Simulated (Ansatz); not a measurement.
The calculation's input:

```
crystal:
  lattice:
    - [-1.232120674, 1.232120674, 1.232120674]
    - [1.232120674, -1.232120674, 1.232120674]
    - [1.232120674, 1.232120674, -1.232120674]
  atoms:
    - { symbol: C, position: [0.0, 0.0, 0.0] }
hamiltonian:
  xc: blyp
  pseudopotentials:
    kind: paw
    azcp:
      C: "pseudopotentials/C.paw.azcp"
basis:
  ecutwfc: 420
  fft_grid_basis: typed
kpoints:
  mp_grid: { grid: [29, 29, 29], shift: [0, 0, 0] }
magnetization:
  spin_polarized: false
scf:
  occupations: { method: fermi_dirac, width: 0.1 }
output:
  write_density: true
  write_potential: true
  elf: true
  volumetric_format: npy
```

Below, planes, directions and counts refer to the conventional cell (a = 2.46 Å, b = 2.46 Å, c = 2.46 Å, α = 90.00°, β = 90.00°, γ = 90.00°).

Space group Im-3m; set up as C, bcc; a generated structure, not necessarily the stable one.

The calculation used DFT, BLYP, plane waves (420 eV) with PAW, scalar-relativistic in Ansatz.

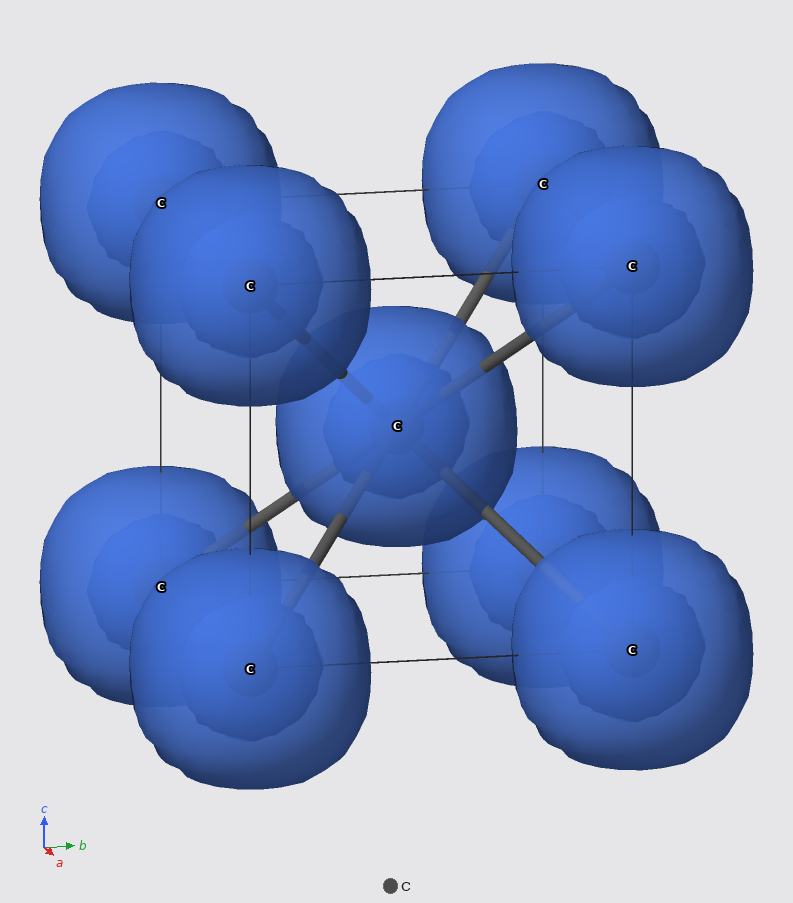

C. Isosurface of the ELF at 0.7 (blue), seen slightly off an axis. Core shells and regions of very low density are left out. Sticks mark near contacts.

Identify the bonds, lone pairs and shells in this picture.

Answer. The surface consists of two regions wrapped around C (the valence shell of each), counted in one cell of 2 atoms. Regions shared between cells count once.

Values along the shortest contacts:
C–C (2.13 Å): the ELF peaks at about 0.80 in the valence shell of C, 0.6 Å from its nucleus, and drops to about 0.45 between the two atoms.

Metal or insulator at this level of theory?

Answer. It is metallic or semimetallic at this level of theory: no gap opens.
